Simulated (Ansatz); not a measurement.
Band edges of CsBr (space group Pm-3m, No. 221).

Input file:

```yaml
crystal:
  lattice:
    - [4.286, 0.0, 0.0]
    - [0.0, 4.286, 0.0]
    - [0.0, 0.0, 4.286]
  atoms:
    - { symbol: Cs, position: [0.0, 0.0, 0.0] }
    - { symbol: Br, position: [0.5, 0.5, 0.5] }
basis:
  ecutwfc: 420
kpoints:
  mp_grid: { grid: [10, 10, 10] }
hamiltonian:
  xc: lda
scf:
  occupations: { method: gaussian, width: 0.05 }
output:
  forces: true
  eigenvalues: true
  eigenstates:
    nscf_kmesh: { grid: [28, 28, 28] }
    top_band: c6
    de_dk: true
    localisation: true
  stress: true
checkpoint:
  write: ck
  compress: false
  write_wavefunctions: false
  write_every: 100000
```

Run with:

```sh
ansatz run input.yaml --threads 1 --pin off --max-ram 3072MiB --backend cpu --events-out ev --progress --plain --runs-dir out
```

These are results of DFT LDA, scalar-relativistic, plane waves, PAW; levels and slopes on a dense k mesh at the converged density in Ansatz 0.2.0, not measurements. No spin polarisation. k mesh for the levels: 28×28×28. Cell and positions as given, without relaxation.

Masses come from a second pass at points close to the extrema; at the energies drawn a band may no longer be parabolic.

The gap is direct, 4.13 eV at this level of theory (semilocal functionals give gaps that are too small, and can reorder valleys that lie close). Another valley lies within 0.05 eV of an edge, so the kind of gap can change with the cell or the functional.

Valence band: one maximum at Γ, three bands meeting there, with masses of 0.41 and 3.99 mₑ among them, each the same along x, y and z; three equivalent maxima at M, 0.01 eV below the edge, principal masses 0.50, 3.62 and 3.62 mₑ. Band 8 forms the valence edge; band 7 meets it there and band 6 meets it there.
Conduction band: one minimum at Γ, mass 0.29 mₑ in all directions; three equivalent minima at M, 0.87 eV above the edge, principal masses 0.32, 0.65 and 0.65 mₑ. Band 9 forms the conduction edge.

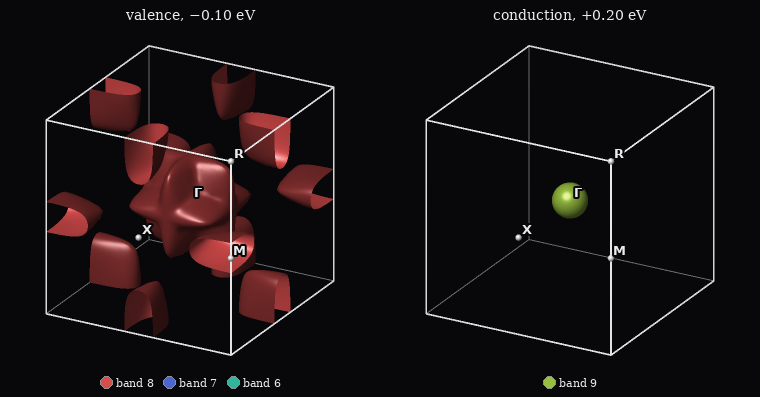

Constant-energy surfaces near the two band edges, measured from each edge.

Where one band's surface lies inside another's, the outer one hides all or part of it.

Spin-orbit coupling, left out here, can change the gap, its kind, the place of the band edges and the masses, since the compound holds Cs and Br.

The run (self-consistency and the dense mesh) took 29 s on 1 thread of Arm Neoverse V2, on a shared host, peak memory 0.6 GiB.
